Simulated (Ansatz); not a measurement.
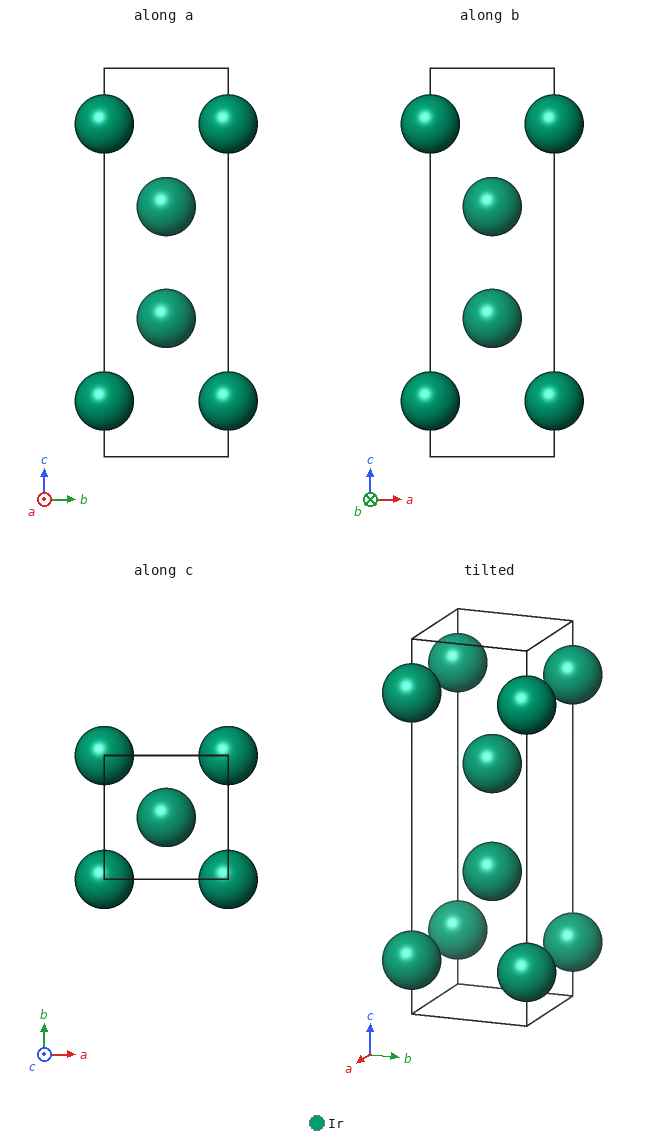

Shown here is a spheres-only view of the crystal, taken along the a axis, along the b axis, along the c axis and slightly off an axis. The wireframe shows the conventional unit cell.

Lattice parameters: a = 2.734 Å, b = 2.734 Å, c = 8.584 Å, α = 90.00°, β = 90.00°, γ = 90.00°. Put a along x and b in the xy plane.

From the views, write a POSCAR file, with free fractional coordinates to two decimals.

```
Ir
1.0
     2.734    0.000    0.000
     0.000    2.734    0.000
     0.000    0.000    8.584
Ir
4
Direct
  0.00 0.00 0.14
  0.50 0.50 0.36
  0.50 0.50 0.64
  0.00 0.00 0.86
```

The structure comes from a structure type filled with this element by a generator (whether the element takes this form wasn't checked). A relaxation with DFT PBE, scalar-relativistic, plane waves, PAW in Ansatz gave the geometry drawn.
